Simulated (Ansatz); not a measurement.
**What a change does: single-point calculation on Ti**

System: Ti (P6₃/mmc, 2 atoms in the cell).
Method of the first run: DFT, PBE, all-electron LAPW, scalar-relativistic, spin-polarised (Ansatz 0.2.0).

The structure derives from an entry of the Crystallography Open Database. Text and figures count atoms from 1; the logs count them from 0 in places.

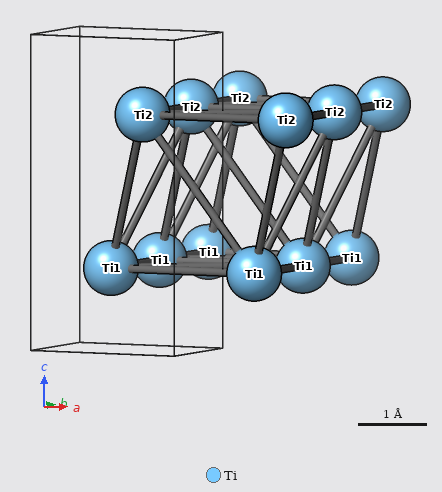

Fig. 1: The input geometry (ball-and-stick view of the cell of the calculation, repeated 2 × 3 × 1, seen at an oblique angle; atoms are numbered from 1 in the order of the input). Near neighbours in the crystal (not all of them lie inside the picture): Ti has 12 Ti at 2.89 to 2.95 Å.

The input, the first run:
```yaml
crystal:
  lattice:
    - [2.95, 0.0, 0.0]
    - [-1.475, 2.5547749412, 0.0]
    - [0.0, 0.0, 4.68]
  atoms:
    - { symbol: Ti, position: [0.3333333333, 0.6666666667, 0.25], spin: 0.05 }
    - { symbol: Ti, position: [0.6666666667, 0.3333333333, 0.75], spin: 0.05 }
magnetization:
  spin_polarized: true
  magnetic_field: 1000
kpoints:
  mp_grid: { grid: [13, 13, 7] }
scf:
  occupations: { method: fermi_dirac, width: 0.05 }
  convergence: { dr2_threshold: 1.0e-10 }
  lower_state_search: "off"
hamiltonian:
  xc: pbe
  pseudopotentials: { kind: all_electron, lapw: { basis_error: 0.001 } }
output:
  forces: true
  stress: true
  eigenvalues: false
```

Command:
```bash
ansatz run input.yaml --threads 1 --pin off --max-ram 3072MiB --backend cpu --events-out ev --progress --plain --runs-dir out
```

Hardware: 1 thread of Arm Neoverse N1, 24 GiB of memory available, shared host.

Output, shortened to warnings, some set-up lines, iterations and results (the first run):
```
Basis set: ecut = 220.14621424188078 eV, 263 PW (Γ), exchange–correlation at level 2
Symmetry: 24 space group operations
k-points: 84 of 1183
Initial density: superposition of atomic densities (chi_scale 0.1, normalization cell)
[...]
SCF iter   1: F=—  HF=-46467.043498 eV  |F-HF|=—  |Δ(HF+E_count)|=         —  Δρ=1.30e-2 (↑1.30e-2 ↓1.28e-2)  dr2=1.73e-1  dr2_m=5.95e-5  M=0.127 μB ∫|m|=0.127 μB  β_m=1.00  …
SCF iter   2: F=—  HF=-46466.707051 eV  |F-HF|=—  |Δ(HF+E_count)|=   3.36e-1  Δρ=7.70e-3 (↑7.63e-3 ↓7.70e-3)  dr2=7.00e-2  dr2_m=6.29e-5  M=0.156 μB ∫|m|=0.156 μB  β_m=1.00  …
SCF iter   3: F=—  HF=-46466.675559 eV  |F-HF|=—  |Δ(HF+E_count)|=   3.15e-2  Δρ=3.88e-3 (↑3.80e-3 ↓3.88e-3)  dr2=1.91e-2  dr2_m=3.18e-5  M=0.176 μB ∫|m|=0.176 μB  β_m=1.00  …
SCF iter   4: F=—  HF=-46466.673313 eV  |F-HF|=—  |Δ(HF+E_count)|=         —  Δρ=5.03e-4 (↑4.10e-4 ↓5.03e-4)  dr2=2.53e-4  dr2_m=6.44e-6  M=0.185 μB ∫|m|=0.185 μB  β_m=1.00  …
SCF iter   5: F=—  HF=-46466.673235 eV  |F-HF|=—  |Δ(HF+E_count)|=   7.85e-5  Δρ=2.46e-4 (↑2.10e-4 ↓2.46e-4)  dr2=7.39e-5  dr2_m=1.03e-6  M=0.189 μB ∫|m|=0.189 μB  β_m=1.00  …
SCF iter   6: F=—  HF=-46466.673236 eV  |F-HF|=—  |Δ(HF+E_count)|=   1.03e-6  Δρ=3.05e-5 (↑1.82e-5 ↓3.05e-5)  dr2=5.97e-7  dr2_m=5.17e-8  M=0.190 μB ∫|m|=0.190 μB  β_m=0.30  …
SCF iter   7: F=—  HF=-46466.673235 eV  |F-HF|=—  |Δ(HF+E_count)|=   6.65e-7  Δρ=1.91e-5 (↑1.13e-5 ↓1.91e-5)  dr2=1.38e-7  dr2_m=4.13e-8  M=0.190 μB ∫|m|=0.190 μB  β_m=0.46  …
SCF iter   8: F=—  HF=-46466.673235 eV  |F-HF|=—  |Δ(HF+E_count)|=   2.05e-8  Δρ=8.75e-6 (↑6.94e-6 ↓8.75e-6)  dr2=1.15e-8  dr2_m=1.61e-8  M=0.190 μB ∫|m|=0.190 μB  β_m=0.62  …
SCF iter   9: F=—  HF=-46466.673235 eV  |F-HF|=—  |Δ(HF+E_count)|=   5.33e-8  Δρ=2.79e-6 (↑2.79e-6 ↓2.28e-6)  dr2=7.46e-10  dr2_m=1.86e-9  M=0.190 μB ∫|m|=0.190 μB  β_m=0.68  …
SCF iter  10: F=—  HF=-46466.673235 eV  |F-HF|=—  |Δ(HF+E_count)|=   2.36e-9  Δρ=6.10e-7 (↑6.10e-7 ↓5.60e-7)  dr2=1.72e-10  dr2_m=4.95e-11  M=0.190 μB ∫|m|=0.190 μB  β_m=0.80 …
SCF iter  11: F=-46466.673235 eV  HF=-46466.673235 eV  |F-HF|=7.28e-12  |Δ(HF+E_count)|=  4.87e-10  Δρ=1.13e-7 (↑9.38e-8 ↓1.13e-7)  dr2=4.70e-12  dr2_m=1.90e-12  M=0.190 μB …
SCF 1 converged in 11 iterations: F = -46466.673235 eV  dr2 = 4.70e-12
SCF converged after 11 iterations
Magnetization: 0.1902 μB (12.0951 up, 11.9049 down)
Absolute magnetization: 0.1902 μB (∫|ρ↑−ρ↓|)
Spin contamination: 0.0000 ħ² per cell (⟨S²⟩ above its minimum at these occupations)
Per-site moments (μB) at R_I (Å): [(0.08270294323956762, 1.4471034071324091), (0.08270294323956762, 1.4471034071324091)]
Free energy (F): -46466.673235 eV
Harris-Foulkes:  -46466.673235 eV  (|F-HF|=7.28e-12)
Internal energy: -46466.654987 eV  (E = F + TS)
E sigma→0 (E₀):  -46466.664111 eV
Entropy (-TS):   -0.018248 eV (-9.124 meV/atom)
Fermi energy:    13.542476 eV
--- Per-component energies (eV) ---
  E_band       = -311.237440
  E_kinetic    = 46914.350153
  E_xc         = -2295.671387
  E_zeeman     = -0.011008  (= −μ_B·B·M)
  E_electrostatic = -91085.322744  (all electrons and nuclei)
  E_smearing   = -0.018248  (= −TS)
  E_closure    = 0.000000  (closes the sum)
  E_atoms      = -46453.242101  (free atoms, spherical and without spin; not in F)
  Σ components = -46466.673235   (vs F -46466.673235, Δ=0.00e0)
  Basis errors (estimates in eV, not in F): energy 1.3e-4 per atom: plane waves 8.8e-5 (4.5e-5 summed), levels above the bands 5.8e-16, relativity 9.1e-9, radial functions 4.2e-5, core shells 2.4e-8; eigenvalues (radial functions only) 9.5e-7; not estimated: angular momenta, meshes, grids; target …
--- Forces (eV/Å), atoms counted from 1 ---
  atom   1  Ti     0.00000000     0.00000000    -0.00000000
  atom   2  Ti    -0.00000000    -0.00000000     0.00000000
  max |Σ_I F_I| component: 1.85e-17 eV/Å
--- Stress (GPa, compression-positive) ---
       -1.392530       0.000000       0.000000
       -0.000000      -1.392530       0.000000
        0.000000       0.000000      -1.651817
  P = ⅓ Tr σ = -1.4790 GPa (-14.790 kbar)
settings of this run that can trade accuracy for cost: output.eigenvalues: false. Do not mix this run's numbers with those of runs without the same settings; the input reference describes each key
```

The input of the second run differs as follows (lines with − go, lines with + come):
```diff
-  magnetic_field: 1000
+  magnetic_field: 200
```

What does this change do to the results?

The total energies belong to different models, so their difference says nothing on which is more stable or more accurate. The net moment of the cell goes from 0.19 to 0.04 μB. The SCF takes 16 iterations against 11.

Output, shortened to warnings, some set-up lines, iterations and results (the second run):
```
Basis set: ecut = 220.14621424188078 eV, 263 PW (Γ), exchange–correlation at level 2
Symmetry: 24 space group operations
k-points: 84 of 1183
Initial density: superposition of atomic densities (chi_scale 0.1, normalization cell)
[...]
SCF iter   1: F=—  HF=-46467.039477 eV  |F-HF|=—  |Δ(HF+E_count)|=         —  Δρ=1.32e-2 (↑1.32e-2 ↓1.26e-2)  dr2=1.74e-1  dr2_m=2.29e-4  M=0.047 μB ∫|m|=0.047 μB  β_m=0.30  …
SCF iter   2: F=—  HF=-46466.702040 eV  |F-HF|=—  |Δ(HF+E_count)|=   3.37e-1  Δρ=7.88e-3 (↑7.88e-3 ↓7.52e-3)  dr2=7.07e-2  dr2_m=9.58e-5  M=0.050 μB ∫|m|=0.050 μB  β_m=0.30  …
SCF iter   3: F=—  HF=-46466.670173 eV  |F-HF|=—  |Δ(HF+E_count)|=   3.19e-2  Δρ=3.98e-3 (↑3.98e-3 ↓3.76e-3)  dr2=1.94e-2  dr2_m=4.44e-5  M=0.051 μB ∫|m|=0.051 μB  β_m=0.30  …
SCF iter   4: F=—  HF=-46466.667832 eV  |F-HF|=—  |Δ(HF+E_count)|=         —  Δρ=6.06e-4 (↑6.06e-4 ↓4.13e-4)  dr2=2.51e-4  dr2_m=2.57e-5  M=0.050 μB ∫|m|=0.050 μB  β_m=0.30  …
SCF iter   5: F=—  HF=-46466.667768 eV  |F-HF|=—  |Δ(HF+E_count)|=   6.40e-5  Δρ=3.64e-4 (↑3.64e-4 ↓2.58e-4)  dr2=7.38e-5  dr2_m=1.62e-5  M=0.048 μB ∫|m|=0.048 μB  β_m=0.30  …
[... 7 lines ...]
SCF iter  13: F=—  HF=-46466.667802 eV  |F-HF|=—  |Δ(HF+E_count)|=  3.49e-10  Δρ=1.30e-6 (↑1.19e-6 ↓1.30e-6)  dr2=1.03e-10  dr2_m=4.68e-10  M=0.041 μB ∫|m|=0.041 μB  β_m=0.78 …
SCF iter  14: F=—  HF=-46466.667802 eV  |F-HF|=—  |Δ(HF+E_count)|=   2.78e-9  Δρ=2.95e-7 (↑2.69e-7 ↓2.95e-7)  dr2=4.37e-12  dr2_m=2.44e-11  M=0.040 μB ∫|m|=0.040 μB  β_m=0.89 …
SCF iter  15: F=-46466.667802 eV  HF=-46466.667802 eV  |F-HF|=1.46e-11  |Δ(HF+E_count)|=  2.69e-10  Δρ=4.49e-8 (↑4.49e-8 ↓3.42e-8)  dr2=8.76e-14  dr2_m=4.89e-13  M=0.040 μB …
SCF iter  16: F=-46466.667802 eV  HF=-46466.667802 eV  |F-HF|=7.28e-12  |Δ(HF+E_count)|=  5.09e-11  Δρ=1.05e-8 (↑4.75e-9 ↓1.05e-8)  dr2=5.17e-14  dr2_m=1.13e-14  M=0.040 μB …
SCF 1 converged in 16 iterations: F = -46466.667802 eV  dr2 = 5.17e-14
SCF converged after 16 iterations
Magnetization: 0.0405 μB (12.0202 up, 11.9798 down)
Absolute magnetization: 0.0405 μB (∫|ρ↑−ρ↓|)
Spin contamination: 0.0000 ħ² per cell (⟨S²⟩ above its minimum at these occupations)
Per-site moments (μB) at R_I (Å): [(0.01758671243861265, 1.4471034071324091), (0.01758671243861265, 1.4471034071324091)]
Free energy (F): -46466.667802 eV
Harris-Foulkes:  -46466.667802 eV  (|F-HF|=7.28e-12)
Internal energy: -46466.649683 eV  (E = F + TS)
E sigma→0 (E₀):  -46466.658743 eV
Entropy (-TS):   -0.018119 eV (-9.060 meV/atom)
Fermi energy:    13.554303 eV
--- Per-component energies (eV) ---
  E_band       = -311.269987
  E_kinetic    = 46914.339006
  E_xc         = -2295.663693
  E_zeeman     = -0.000469  (= −μ_B·B·M)
  E_electrostatic = -91085.324528  (all electrons and nuclei)
  E_smearing   = -0.018119  (= −TS)
  E_closure    = 0.000000  (closes the sum)
  E_atoms      = -46453.242101  (free atoms, spherical and without spin; not in F)
  Σ components = -46466.667802   (vs F -46466.667802, Δ=0.00e0)
  Basis errors (estimates in eV, not in F): energy 1.3e-4 per atom: plane waves 8.8e-5 (4.5e-5 summed), levels above the bands 2.5e-16, relativity 9.1e-9, radial functions 4.3e-5, core shells 2.4e-8; eigenvalues (radial functions only) 9.5e-7; not estimated: angular momenta, meshes, grids; target …
--- Forces (eV/Å), atoms counted from 1 ---
  atom   1  Ti    -0.00000000     0.00000000    -0.00000000
  atom   2  Ti    -0.00000000     0.00000000     0.00000000
  max |Σ_I F_I| component: 5.55e-17 eV/Å
--- Stress (GPa, compression-positive) ---
       -1.416188       0.000000       0.000000
       -0.000000      -1.416188       0.000000
        0.000000       0.000000      -1.679403
  P = ⅓ Tr σ = -1.5039 GPa (-15.039 kbar)
settings of this run that can trade accuracy for cost: output.eigenvalues: false. Do not mix this run's numbers with those of runs without the same settings; the input reference describes each key
```

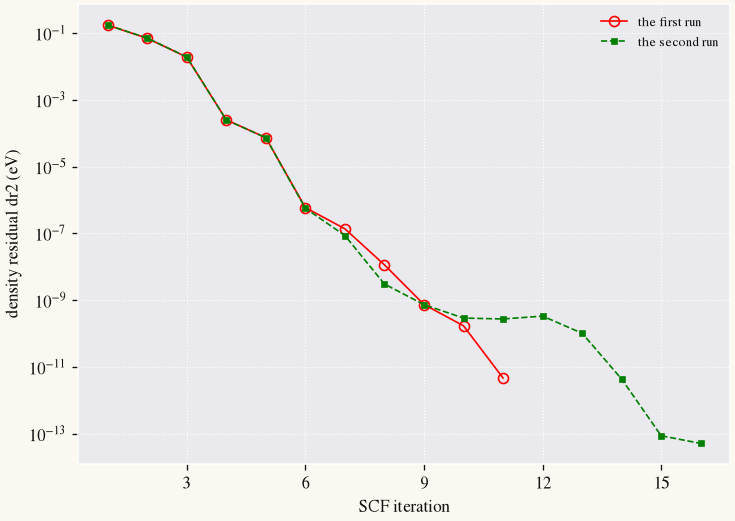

Fig. 2: Convergence of the two runs: density residual dr2 against the SCF iteration. The first run takes 11 iterations in all, and the second run takes 16.

The two runs side by side:

| quantity | the first run | the second run |
| --- | --- | --- |
| outcome | converged | converged |
| free energy per atom (eV) | −23233.3366 | −23233.3339 |
| energy per atom, smearing taken to zero (eV) | −23233.3321 | −23233.3294 |
| net moment of the cell (μB) | 0.19 | 0.04 |
| absolute moment of the cell (μB) | 0.19 | 0.04 |
| pressure (GPa) | −1.48 | −1.50 |
| largest force (eV/Å) | 0.000 | 0.000 |
| SCF iterations | 11 | 16 |
| irreducible k-points | 84 | 84 |
| plane waves at Γ | 263 | 263 |
| wall time (shared host) | 43 s | 57 s |
